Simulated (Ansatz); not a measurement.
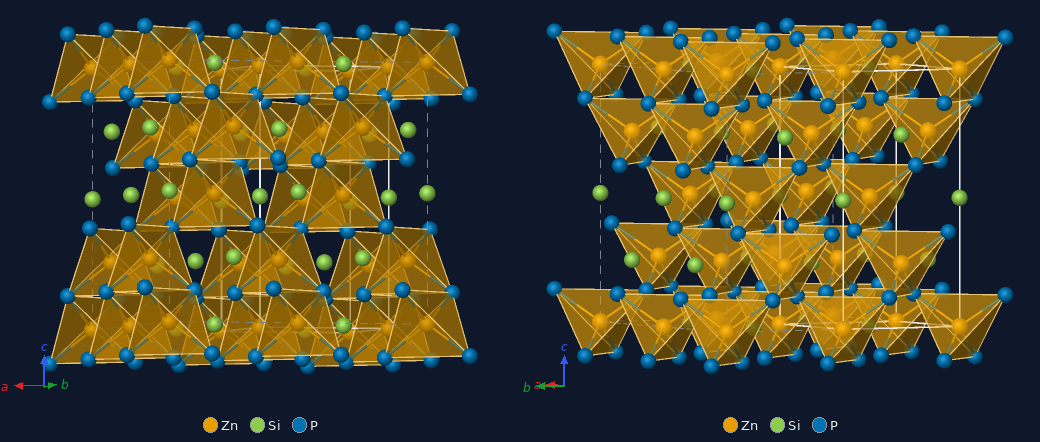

Polyhedra are drawn about Zn (bonds: P–Zn below 2.7 Å); other atoms are plain spheres. Two views of the same piece.

System ZnSiP₂ (space group I-42d, No. 122); source of the atomic positions: the input geometry of an electronic-structure calculation (not necessarily at equilibrium).

Sharing among the drawn polyhedra:

```json
{"site": "Zn", "polyhedron": "ZnP4 tetrahedron", "corner-sharing neighbours": "4", "edge-sharing": "0", "face-sharing": "0", "bond (Å)": "2.36"}
```

They form a three-dimensional framework of corner-sharing tetrahedra.
